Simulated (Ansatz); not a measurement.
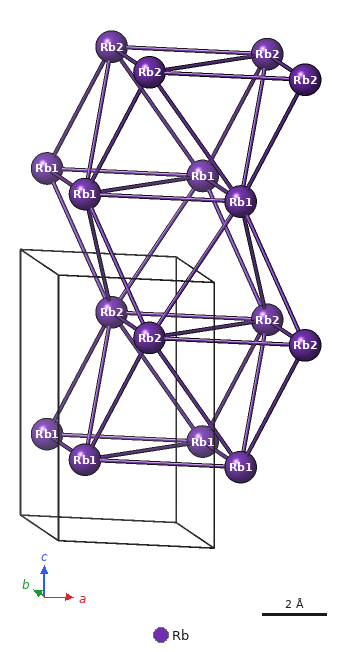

The starting point is a symmetric starting cell of Rb. Style: ball-and-stick. Shown: the cell of the calculation, repeated 2 × 2 × 2 with one cell outlined, slightly off an axis.

Theory: DFT PBEsol, scalar-relativistic, plane waves, PAW (Ansatz). Settings: plane-wave cutoff 420 eV; k-point mesh 9 × 9 × 6; occupations gaussian; smearing width 0.1 eV; no spin polarisation.

The variant: The cell is strained by −4.9 % along c and −1.9 % across it (volume −8.6 %) and atoms are displaced by 0.10 Å relative to the cell: Rb1 0.10 Å along −c. No relaxation follows. The starting cell wasn't computed here and needn't be at equilibrium, so pressure and forces aren't due to the change alone.

> What does the calculation give for the changed structure?

The pressure is 0.0 GPa (not all of it need come from the change, since the unchanged cell can be under pressure at this level too). The largest forces, 0.074 eV/Å, act on Rb1 and Rb2; on Rb2 it points along −c. The forces point straight back along the displacements (cosine −1.00). Near-neighbour distances before and after: Rb–Rb 5.143 → 4.786 to 5.095 Å, Rb–Rb 5.088 → 4.989 Å. The space group (tolerance 0.01 Å) goes from P6_3/mmc (No. 194) to P-3m1 (No. 164).

Drawn alike, the variant:

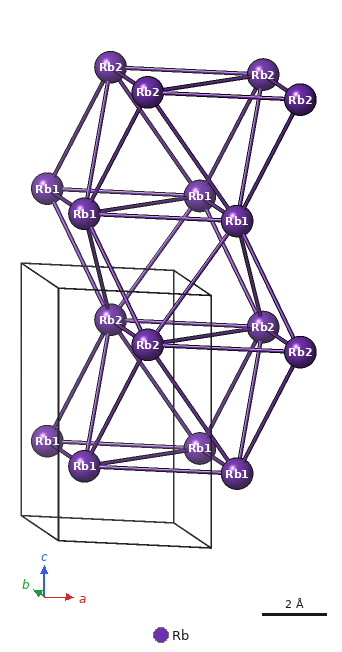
